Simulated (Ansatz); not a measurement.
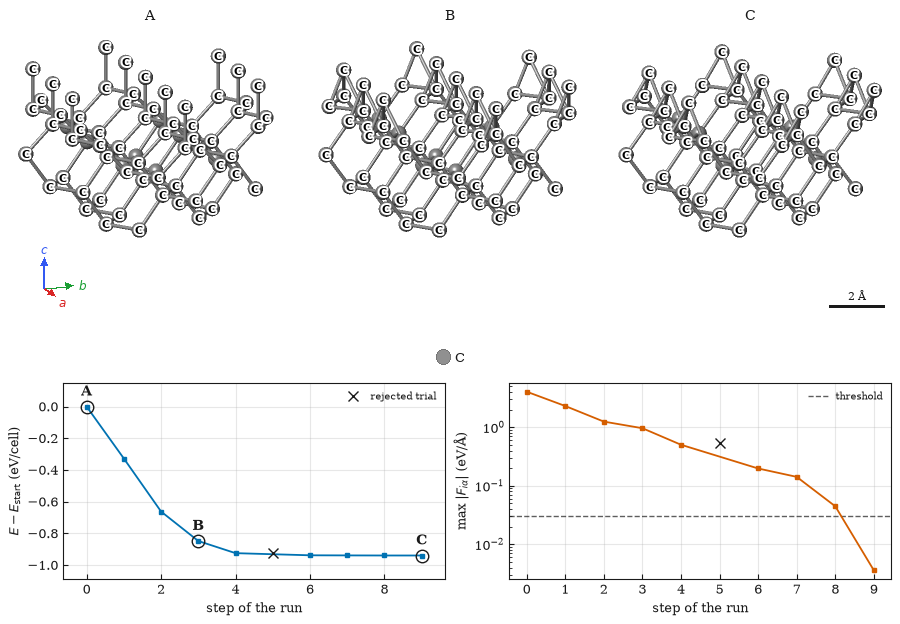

Frames of a constrained relaxation of a slab of composition C (cut from the Fd-3m phase), marked on the history of the run. The picture is a ball-and-stick view of the atoms within 5.8 Å of the atom that moves most (axes of the 3 × 2 repeat of the cell, outlined in the plane, without the vacuum), seen slightly off an axis.

Case: C put at a top C site. The slab is the (1 1 0) face of C with C on it. 6 atoms are held fixed.

All numbers below come from DFT PBEsol, scalar-relativistic, plane waves, PAW (Ansatz 0.2.0). Settings: plane-wave cutoff 420 eV; k-point mesh 11 × 8 × 1; occupations gaussian; smearing width 0.05 eV; collinear spin; dipole correction; atoms relaxed in a fixed cell; force threshold 0.03 eV/Å; at most 70 steps.

Question: What happens along the run?

Answer: After 8 accepted moves (9 points after the start) the energy has fallen by 0.939 eV per cell of the calculation. The largest force component goes from 4.1 to 0.0036 eV/Å. The line search rejected the trial step at point 5 of the run. The atom that moves furthest is a C atom (0.65 Å at 72° to the normal (−c side)). The lattice vectors keep their values. Near-neighbour distances that change, for instance: C–C 2.085 → 1.727 Å, C–C 1.428 → 1.572 Å, C–C 1.520 → 1.426 Å, C–C 1.588 → 1.554 Å. Bond angles that change, for instance: C–C–C 135.7° → 174.5°, C–C–C 90.0° → 70.1°, C–C–C 123.3° → 106.1°. The program noted that the starting moments weren't kept. From step 0 to 3: a C atom moves most (0.42 Å), energy −0.848 eV per cell of the calculation. From step 3 to 9: a C atom moves most (0.24 Å), energy −91.4 meV per cell of the calculation.

Limits of the set-up: the periodic images lie only 2.5 Å apart, so the values are limited by the cell's size.
